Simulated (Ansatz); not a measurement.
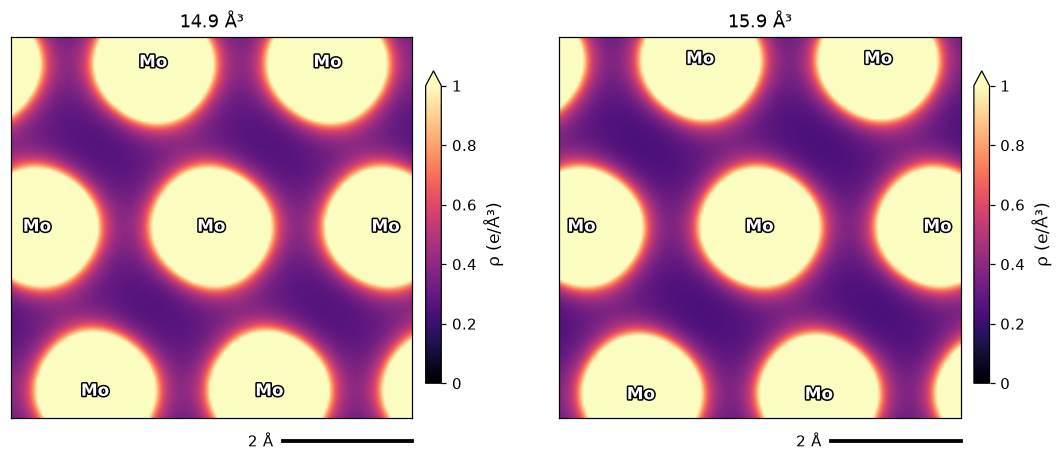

Mo. The valence pseudo-density of cells scaled evenly to different volumes (given per atom above each panel), on the (100) plane of each (indices in the axes of the cell below), at one length scale and on one colour scale.

A structure from a database of computed crystals, not necessarily the ambient phase.

Computed with Ansatz, Kohn-Sham DFT of a periodic cell, PBEsol, Ansatz PAW.

Core electrons are frozen (PAW), and the valence fields are smoothed inside the atomic spheres.

The largest cell:

```xyz
1
Lattice="-1.5838 1.5838 1.5838 1.5838 -1.5838 1.5838 1.5838 1.5838 -1.5838" Properties=species:S:1:pos:R:3 pbc="T T T"
Mo    0.0000    0.0000    0.0000
```

| volume (Å³/atom) | Mo–Mo contact in the plane (Å) | ρ at its midpoint (e/Å³) | pressure (GPa) | 
| --- | --- | --- | --- |
| 14.94 | 2.687 | 0.401 | 7.5 | 
| 15.57 | 2.725 | ? | ? | 
| 15.89 | 2.743 | 0.368 | −9.6 | 

### Estimate the missing row, and compare with the calculation.

Over the known rows ln ρ falls by 1.53 per Å of Mo–Mo distance (the line through the two), which gives 0.378 e/Å³ at 2.725 Å; the calculation gives 0.378 e/Å³. For the pressure, a straight line in volume between the neighbouring rows gives −3.8 GPa; the calculation gives −4.5, lower because pressure rises ever faster on compression.
